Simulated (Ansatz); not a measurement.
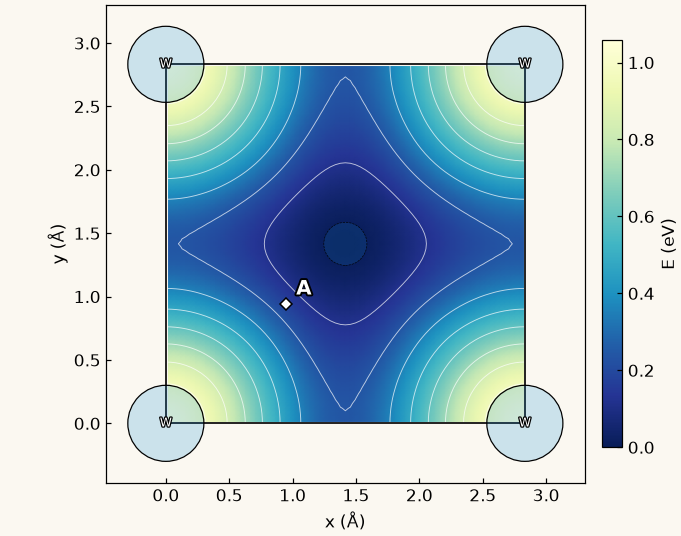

Si on a W(100) slab cut from the Fm-3m phase, its upper half relaxed before the scan (12 atoms of substrate and one adsorbate in a 2 × 2 cell). Si is moved over the surface cell at a fixed height above a rigid substrate; the origin of the map has the adsorbate above W9; the height is held at 2.20 Å. Places are given modulo a cell vector. The map is drawn in real space over the plane of the surface. The grid has 6 × 6 points; 10 points were computed and 26 follow by symmetry. Places are given in fractions of the 1 × 1 surface cell. Energies are in eV, from the lowest grid point. The runs have no spin polarisation, so an open-shell adsorbate far from the surface lies too high. At a fixed height the lowest place need not be the adsorption site. Computed with DFT PBE+D3(BJ), scalar-relativistic, plane waves, PAW (Ansatz). Settings: cutoff 420 eV, k-mesh 5×5×1, gaussian smearing 0.1 eV, no spin polarisation.

Drawn: a smooth colour map with a few white contour lines, labelled circles for the atoms of the top layer and small ones for the second layer, the outline of one cell of the plane, the point A. Between grid points the surface is interpolated.

Which way does the force act at A, and how strong is it?

Answer. A, at (2/6, 2/6) of the cell vectors, is not a stationary point. The computed force is 0.54 eV/Å in the plane, pointing up and right in the picture (components 0.38 and 0.38 eV/Å).

PAW datasets: the set soft_1.
